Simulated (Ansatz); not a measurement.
The structure in question:

```cif
data_structure
_symmetry_space_group_name_H-M 'F m -3 m'
_symmetry_Int_Tables_number 225
_cell_length_a 4.7043
_cell_length_b 4.7043
_cell_length_c 4.7043
_cell_angle_alpha 90.000
_cell_angle_beta 90.000
_cell_angle_gamma 90.000
_cell_volume 104.11
loop_
_atom_site_label
_atom_site_type_symbol
_atom_site_symmetry_multiplicity
_atom_site_Wyckoff_symbol
_atom_site_fract_x
_atom_site_fract_y
_atom_site_fract_z
_atom_site_occupancy
Hf1 Hf 4 a 0.00000 0.00000 0.00000 1
N1 N 4 b 0.50000 0.00000 0.00000 1
```

> Work out the structure from the coordinates.

The material is HfN. The structure has Fm-3m (No. 225) symmetry and a face-centred cubic lattice. The structure is of the kind named rock salt (NaCl type). Cell content 4 Hf, 4 N; Z = 4. Hf bonds to six N in an octahedral arrangement at 2.35 Å. N bonds to six Hf in an octahedral arrangement at 2.35 Å. Not all metal-metal contacts are counted. The bonds build a three-dimensional framework.

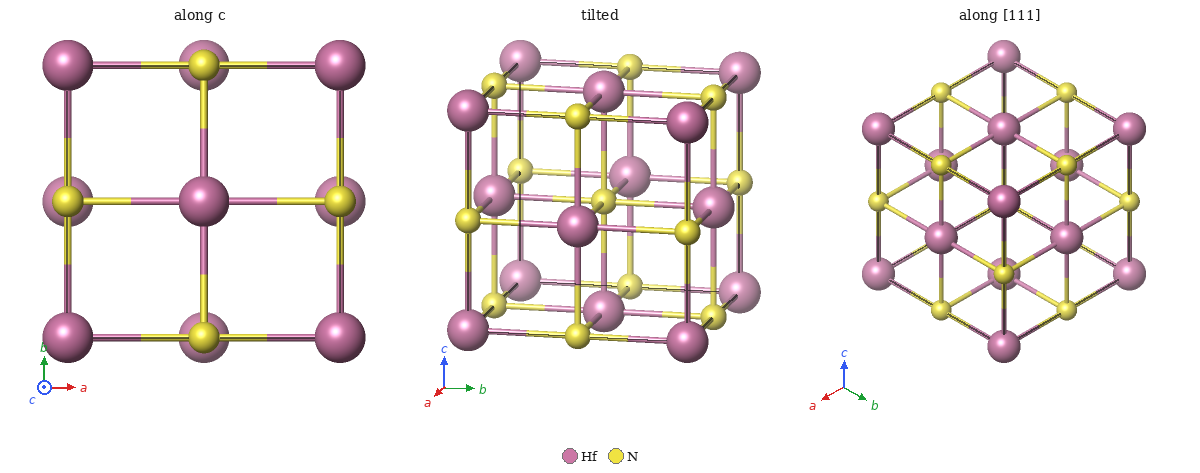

Crystal structure, ball-and-stick style, seen along the c axis, slightly off an axis and along [111]. The conventional unit cell is outlined; an atom on or near a face, edge or corner is repeated at each equivalent position.

It goes back to a structure listed in the Materials Project. The cell was then strained or its atoms displaced on purpose. A calculation with Ansatz used it as input.

At this level of theory the run's own cell isn't at rest (stretched, at -28 GPa), so its distances can differ from those at equilibrium, the more so the softer the solid.
